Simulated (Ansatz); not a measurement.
**Two runs on GaAs**

System: GaAs (I-4m2, 2 atoms in the cell).
Method of the first run: DFT, PBE, plane waves, PAW, no spin polarisation (Ansatz 0.2.0).

The structure was built on a prototype by a generator. The geometry comes from this level: r2SCAN (a point of a series of strains). Text and figures count atoms from 1; the logs count them from 0 in places.

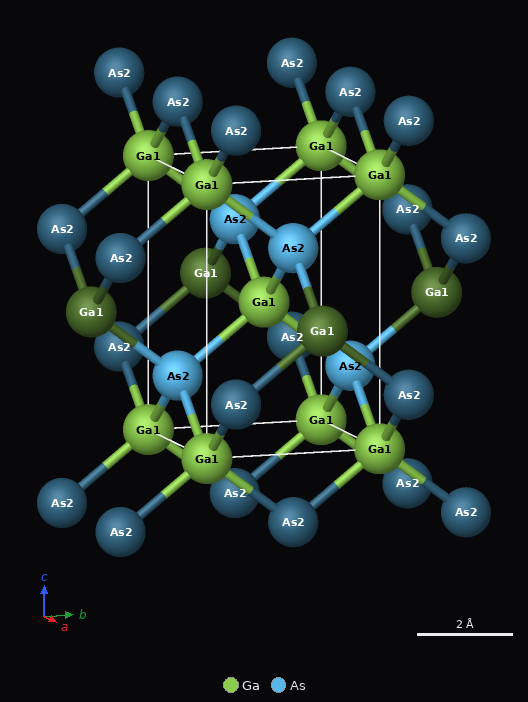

Figure 1. The structure as given in the input (ball-and-stick view of the cell 2 times as large as that of the calculation, set on its symmetry axes, seen slightly off an axis; neighbours outside the cell are drawn fainter; atoms are numbered from 1 in the order of the input).

**The input, the first run**
```yaml
crystal:
  lattice:
    - [0.0, 2.7177785314, 2.9295503681]
    - [2.7177785314, 0.0, 2.9295503681]
    - [2.7177785314, 2.7177785314, 0.0]
  atoms:
    - { symbol: Ga, position: [0.0, 0.0, 0.0] }
    - { symbol: As, position: [0.25, 0.25, 0.25] }
kpoints:
  mp_grid: { grid: [8, 8, 8] }
  band_path:
    path:
      - [0.0, 0.0, 0.0]
      - [-0.5, -0.5, 0.0]
      - [-0.375, -0.375, 0.25]
      - [-0.375, 0.0, 0.375]
      - [0.0, 0.0, 0.5]
      - [-0.5, -0.25, 0.25]
    npoints: 1
hamiltonian:
  xc: pbe
scf:
  occupations: { method: fermi_dirac, width: 0.02 }
  n_extra_bands: 4
output:
  forces: true
  stress: true
  eigenvalues: true
```

Hardware: 4 threads of an Arm (aarch64) CPU, shared host.

**Output, shortened to warnings, some set-up lines, iterations and results (the first run)**
```
Basis set: ecut = 420 eV, 853 PW (Γ), exchange–correlation on 54×54×54 points (8 copies of the dense FFT grid, shifted against one another)
Symmetry: 8 space group operations
k-points: 59 of 512 (time reversal used)
Initial density: superposition of atomic densities (neutral atoms: chi_scale 0, normalization atom), corrected by the library's trained network
[...]
SCF iter   1: F=—  HF=-8639.742236 eV  |F-HF|=—  |Δ(HF+E_count)|=         —  Δρ=1.53e-3  dr2=1.54e-3  ethr=1.77e-3  ⟨swp⟩=6.0  Hψ=5067  notcnv=0
SCF iter   2: F=—  HF=-8639.741441 eV  |F-HF|=—  |Δ(HF+E_count)|=   7.95e-4  Δρ=8.67e-4  dr2=2.37e-4  ethr=5.52e-6  ⟨swp⟩=2.0  Hψ=2301  notcnv=0
SCF iter   3: F=—  HF=-8639.741349 eV  |F-HF|=—  |Δ(HF+E_count)|=   9.26e-5  Δρ=2.41e-4  dr2=2.48e-5  ethr=8.48e-7  ⟨swp⟩=2.0  Hψ=1596  notcnv=0
SCF iter   4: F=—  HF=-8639.741369 eV  |F-HF|=—  |Δ(HF+E_count)|=   2.07e-5  Δρ=9.59e-5  dr2=3.24e-6  ethr=8.87e-8  ⟨swp⟩=2.0  Hψ=1298  notcnv=0
SCF iter   5: F=—  HF=-8639.741375 eV  |F-HF|=—  |Δ(HF+E_count)|=   5.51e-6  Δρ=2.02e-5  dr2=1.53e-7  ethr=1.16e-8  ⟨swp⟩=2.0  Hψ=1711  notcnv=0
SCF iter   6: F=-8639.741375 eV  HF=-8639.741375 eV  |F-HF|=2.08e-8  |Δ(HF+E_count)|=   8.93e-8  Δρ=5.16e-6  dr2=7.53e-9  ethr=3.57e-10  ⟨swp⟩=5.3  Hψ=4830  notcnv=0
SCF 1 converged in 6 iterations: F = -8639.741375 eV  dr2 = 7.53e-9
NSCF: frozen V_eff on 6 k-points
SCF converged after 6 iterations
Free energy (F): -8639.741375 eV
Harris-Foulkes:  -8639.741375 eV  (|F-HF|=2.08e-8)
Internal energy: -8639.741375 eV  (E = F + TS)
E sigma→0 (E₀):  -8639.741375 eV
Fermi energy:    9.270430 eV
--- Per-component energies (eV) ---
  E_band       = -297.543652
  E_kinetic    = 220.680601
  E_local      = -3847.867126  (includes V_loc(G=0)·N_el)
  E_nonlocal   = -245.856633
  E_hartree    = 1946.458396
  E_xc         = -149.119305
  E_vxc        = -138.366136  (∫ρ·V_xc dr)
  E_paw        = -3824.020551  (= ΣΔE_a)
  E_vpaw       = -179.050249  (= ΣTr[D̂ρ^β])
  E_aug_tail   = -0.000122  (compensation charges beyond the density's cutoff)
  E_ewald      = -2740.016634
  E_smearing   = -0.000000  (= −TS)
  E_closure    = 0.000000  (closes the sum)
  Σ components = -8639.741375   (vs F -8639.741375, Δ=0.00e0)
--- Forces (eV/Å), atoms counted from 1 ---
  atom   1  Ga     0.00000000    -0.00000000     0.00000000
  atom   2  As    -0.00000000     0.00000000     0.00000000
  max |Σ_I F_I| component: 1.02e-16 eV/Å
--- Stress (GPa, compression-positive) ---
        8.484349       0.000000       0.000000
        0.000000       8.484349       0.000000
       -0.000000       0.000000       3.312502
  P = ⅓ Tr σ = 6.7604 GPa (67.604 kbar)
```

The input of the second run differs as follows (lines with − go, lines with + come):
```diff
-  xc: pbe
+  xc: r2scan
-  occupations: { method: fermi_dirac, width: 0.02 }
+  occupations: { method: fixed }
```

What does this change do to the results?

The total energies belong to different methods, so their difference says nothing on which is more stable or more accurate. The gap on the mesh goes from 0.63 to 1.14 eV. The pressure goes from 6.76 to 3.94 GPa. The functional changes from PBE to r2SCAN. The SCF takes 7 iterations against 6. The default cutoff goes from 420 to 500 eV with the change. The plane waves at Γ go from 853 to 1095.

**Output, shortened to warnings, some set-up lines, iterations and results (the second run)**
```
Basis set: ecut = 500 eV, 1095 PW (Γ), exchange–correlation on 120×120×120 points (64 copies of the dense FFT grid, shifted against one another)
Symmetry: 8 space group operations
k-points: 59 of 512 (time reversal used)
Initial density: superposition of atomic densities (neutral atoms: chi_scale 0, normalization atom), corrected by the library's trained network
[...]
SCF iter   1: F=—  HF=-8655.677972 eV  |F-HF|=—  |Δ(HF+E_count)|=         —  Δρ=8.13e-3  dr2=1.09e-2  dr2_τ=5.23e-3  ethr=1.77e-3  ⟨swp⟩=4.6  Hψ=4469  notcnv=0  defer=99
SCF iter   2: F=—  HF=-8655.689927 eV  |F-HF|=—  |Δ(HF+E_count)|=   1.20e-2  Δρ=1.69e-3  dr2=1.41e-3  dr2_τ=3.84e-5  ethr=3.90e-5  ⟨swp⟩=2.9  Hψ=2576  notcnv=0  defer=117
SCF iter   3: F=—  HF=-8655.689479 eV  |F-HF|=—  |Δ(HF+E_count)|=   4.48e-4  Δρ=1.55e-3  dr2=3.73e-4  dr2_τ=3.35e-6  ethr=5.03e-6  ⟨swp⟩=2.1  Hψ=1715  notcnv=0  defer=117
SCF iter   4: F=—  HF=-8655.689683 eV  |F-HF|=—  |Δ(HF+E_count)|=   2.04e-4  Δρ=2.78e-4  dr2=2.01e-5  dr2_τ=4.86e-7  ethr=1.33e-6  ⟨swp⟩=2.3  Hψ=1889  notcnv=0  defer=117
SCF iter   5: F=—  HF=-8655.689672 eV  |F-HF|=—  |Δ(HF+E_count)|=   1.07e-5  Δρ=5.34e-5  dr2=1.55e-6  dr2_τ=1.04e-8  ethr=7.19e-8  ⟨swp⟩=2.0  Hψ=1888  notcnv=0  defer=22
SCF iter   6: F=—  HF=-8655.689671 eV  |F-HF|=—  |Δ(HF+E_count)|=   4.42e-7  Δρ=2.45e-5  dr2=3.91e-7  dr2_τ=4.48e-9  ethr=5.52e-9  ⟨swp⟩=2.0  Hψ=1888  notcnv=0  defer=8
SCF iter   7: F=-8655.689671 eV  HF=-8655.689671 eV  |F-HF|=1.97e-8  |Δ(HF+E_count)|=   8.12e-8  Δρ=7.07e-6  dr2=3.28e-8  dr2_τ=4.27e-11  ethr=3.57e-10  ⟨swp⟩=6.1  Hψ=4722  …
SCF 1 converged in 7 iterations: F = -8655.689671 eV  dr2 = 3.28e-8
NSCF: frozen V_eff on 6 k-points
SCF converged after 7 iterations
Free energy (F): -8655.689671 eV
Harris-Foulkes:  -8655.689671 eV  (|F-HF|=1.97e-8)
Internal energy: -8655.689671 eV  (E = F + TS)
E sigma→0 (E₀):  -8655.689671 eV
Fermi energy:    8.712972 eV
--- Per-component energies (eV) ---
  E_band       = -316.601782
  E_kinetic    = 219.861687
  E_local      = -3851.730147  (includes V_loc(G=0)·N_el)
  E_nonlocal   = -243.007137
  E_hartree    = 1950.333651
  E_xc         = -137.319603
  E_vxc        = -144.898360  (∫ρ·V_xc dr)
  E_paw        = -3851.700961  (= ΣΔE_a)
  E_vpaw       = -205.034852  (= ΣTr[D̂ρ^β])
  E_aug_tail   = -0.000047  (compensation charges beyond the density's cutoff)
  E_vtau       = 7.539933  (kinetic-family band-sum trace: ∫τ·v_τ [+ j·A + Jᵃ·Aᵃ] dr)
  E_ewald      = -2740.016634
  E_core_change = -2.110478  (= ΣΔE_core)
  E_smearing   = -0.000000  (= −TS)
  E_closure    = -0.000000  (closes the sum)
  Σ components = -8655.689671   (vs F -8655.689671, Δ=0.00e0)
--- Forces (eV/Å), atoms counted from 1 ---
  atom   1  Ga     0.00000000    -0.00000000     0.00000000
  atom   2  As    -0.00000000     0.00000000    -0.00000000
  max |Σ_I F_I| component: 1.04e-16 eV/Å
--- Stress (GPa, compression-positive) ---
        5.911894      -0.000000       0.000000
       -0.000000       5.911894       0.000000
       -0.000000       0.000000       0.006952
  P = ⅓ Tr σ = 3.9436 GPa (39.436 kbar)
```

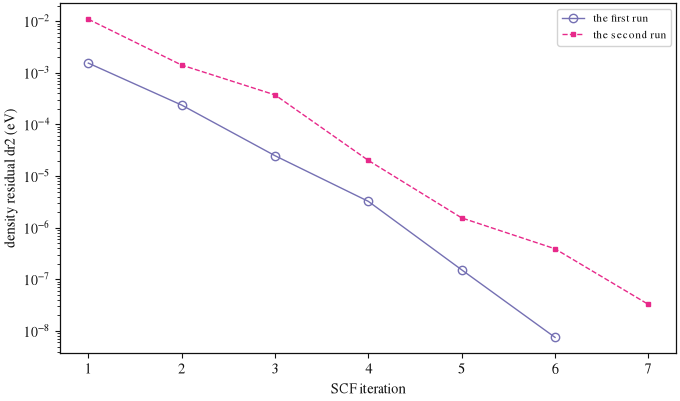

Figure 2. Convergence of the two runs: density residual dr2 against the SCF iteration. The first run takes 6 iterations in all, and the second run takes 7.

**The two runs side by side**

| quantity | the first run | the second run |
| --- | --- | --- |
| outcome | converged | converged |
| free energy per atom (eV) | −4319.8707 | −4327.8448 |
| gap on the mesh (eV) | 0.63 | 1.14 |
| pressure (GPa) | 6.76 | 3.94 |
| largest force (eV/Å) | 0.000 | 0.000 |
| SCF iterations | 6 | 7 |
| irreducible k-points | 59 | 59 |
| plane waves at Γ | 853 | 1095 |
| wall time (shared host) | 1.6 s | 3.5 s |
